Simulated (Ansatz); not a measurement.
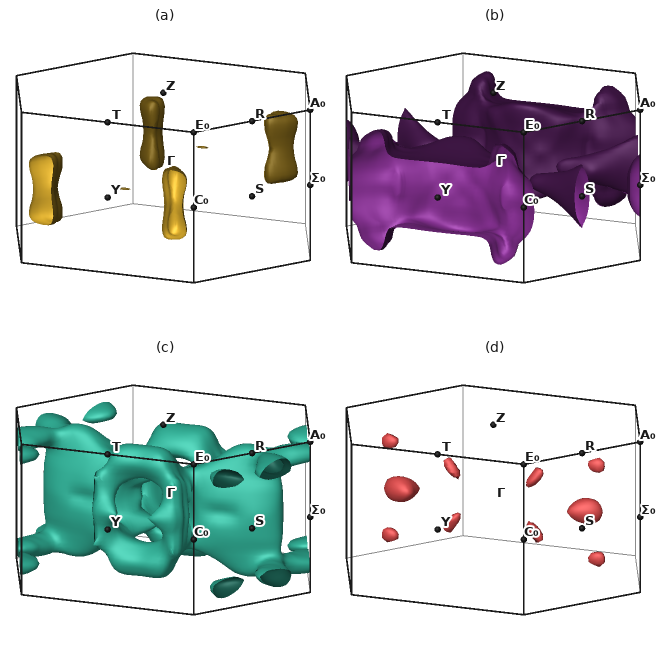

A computed Fermi surface in the first Brillouin zone. Each panel holds one band. The brighter face of a sheet looks towards empty states.

> Which Bravais lattice has this zone?

Base-centred orthorhombic.

> What do the sheets look like?

Panel (a): two hole pockets on the Y–C₀ line (each 0.53 % of the zone) and specks under 0.04 % of the zone, which the mesh doesn't resolve and which may come from the interpolation.
Panel (b): one hole pocket centred at Y (13 % of the zone), two hole pockets centred at S (each 0.89 % of the zone) and specks under 0.04 % of the zone, which the mesh doesn't resolve and which may come from the interpolation.
Panel (c): one electron pocket in a ring or shell around Γ (15 % of the zone).
Panel (d): two electron pockets on the Σ₀–Γ line, no more than about three mesh steps wide (each 0.12 % of the zone) and specks under 0.04 % of the zone, which the mesh doesn't resolve and which may come from the interpolation.
A pocket cut by a face of the zone is counted once with the part on the opposite face.

The surface was computed for Ce (Cmcm); other compounds with the same structure and electron count can look alike.

Theory: Ansatz, DFT LDA, scalar-relativistic, plane waves, PAW; levels and slopes on a dense k mesh at the converged density. No spin polarisation. Mesh 22×22×12, interpolated with the band slopes. Cell and positions as given, without relaxation (residual pressure −5 GPa). The cell comes from a database of computed structures, not from a measurement.

The f shell has no Hubbard term here, so f bands at the Fermi level, and with them the metal itself, can be an artefact. Spin-orbit coupling is left out; with Ce it can split, shift or remove sheets. The mesh is coarse (steps of 0.10 Å⁻¹). Necks and pockets thinner than about two mesh steps aren't resolved, so separate pockets may in truth be joined.
